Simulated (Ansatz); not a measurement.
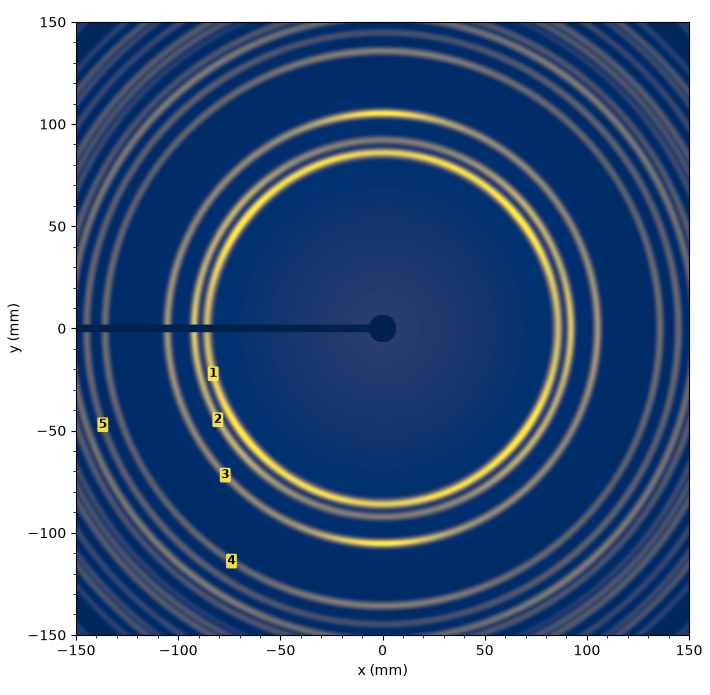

Simulated X-ray powder rings on a flat area detector normal to the beam: λ = 0.1665 Å, sample-to-detector distance 1070 mm, axes in mm from the beam centre, beam polarised horizontally, for a sample with fibre texture (March–Dollase model, fibre axis vertical in the picture). Kinematic intensities with B = 0.5 Å² for all atoms, without absorption; brightness goes as intensity to the power 0.5, clipped at the top. Reflections closer than the ring width show as one ring.

The sample is Ni, space group Fddd, a = 2.451 Å, b = 4.371 Å, c = 8.390 Å, α = 90.00°, β = 90.00°, γ = 90.00°. Structure used: the end point of a relaxation with DFT, revPBE, plane waves (420 eV) with PAW, scalar-relativistic (Ansatz); the starting structure was generated, so it need not be a known form of this composition.

Question: Measure the numbered rings and index them.

Answer:
```tsv
ring	radius	2θ (°)	d (Å)	hkl
1	85.8 mm	4.59	2.10 + 2.07	004 + 111
2	92.2 mm	4.92	1.938	022
3	105.3 mm	5.62	1.698	113
4	135.8 mm	7.23	1.320	115
5	144.8 mm	7.71	1.239	131
```

Question: Which lattice planes lie preferentially normal to the fibre axis?

Answer: The (1 1 3) planes: ring 3 is concentrated at the top and bottom of the pattern (March parameter 0.45).
